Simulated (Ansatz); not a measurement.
Read the following structure.

```
Mo S
1.0
     3.14150    0.00000    0.00000
    -1.57075    2.72062    0.00000
     0.00000    0.00000   34.33731
Mo S
2 2
Direct
  0.00000 0.00000 0.24808
  0.00000 0.00000 0.75192
  0.33333 0.66667 0.29345
  0.33333 0.66667 0.70840
```

### Work out the structure from the coordinates.

Formula: MoS. It has 4 atoms to the cell (2 Mo, 2 S). Around each Mo lie three S in a trigonal pyramidal arrangement at 2.35 to 2.39 Å. Each S atom is coordinated by three Mo in a trigonal pyramidal arrangement at 2.35 to 2.39 Å. Not all metal-metal contacts are counted. The bonds build MoS layers parallel to (001).

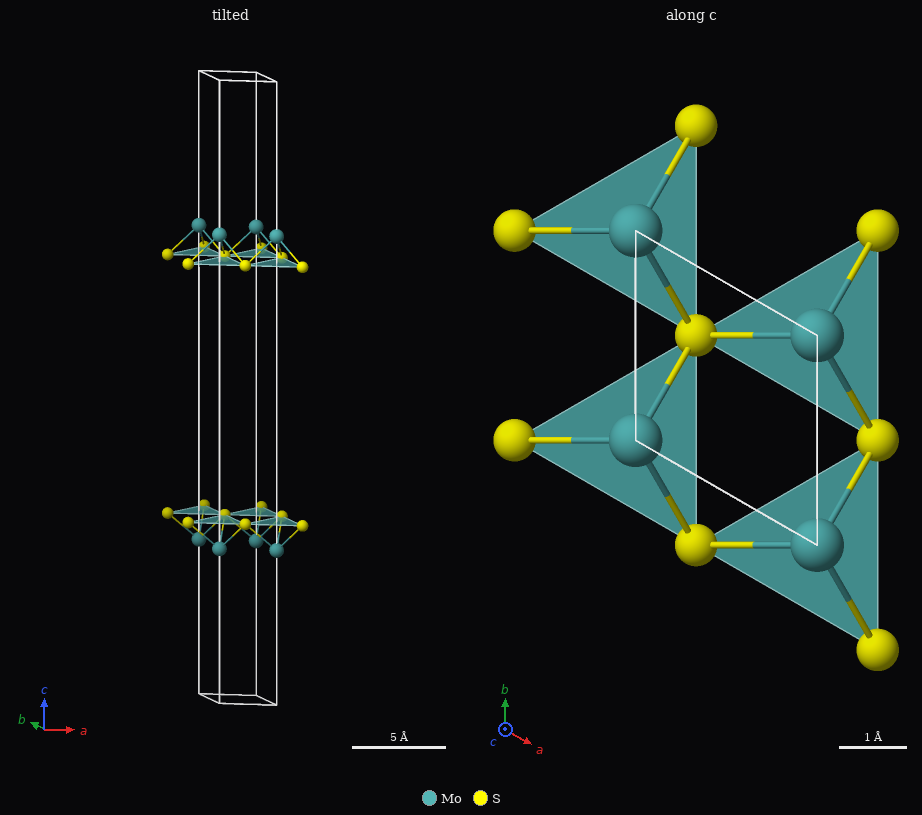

The crystal in a polyhedral representation, seen slightly off an axis and along the c axis. Thin lines show the simulation cell, with boundary atoms drawn in all their periodic places. Some atoms of the next cells are drawn as well. Colours: molybdenum teal, sulfur yellow.

The model was built from a structure listed in the Materials Project, from which a slab was cut. The atoms were relaxed in a fixed cell with DFT PBEsol, scalar-relativistic, plane waves, PAW (Ansatz), but for two held in place.

At this level of theory the run's own cell isn't at rest (forces up to 1.1 eV/Å), so its distances can differ from those at equilibrium, the more so the softer the solid.
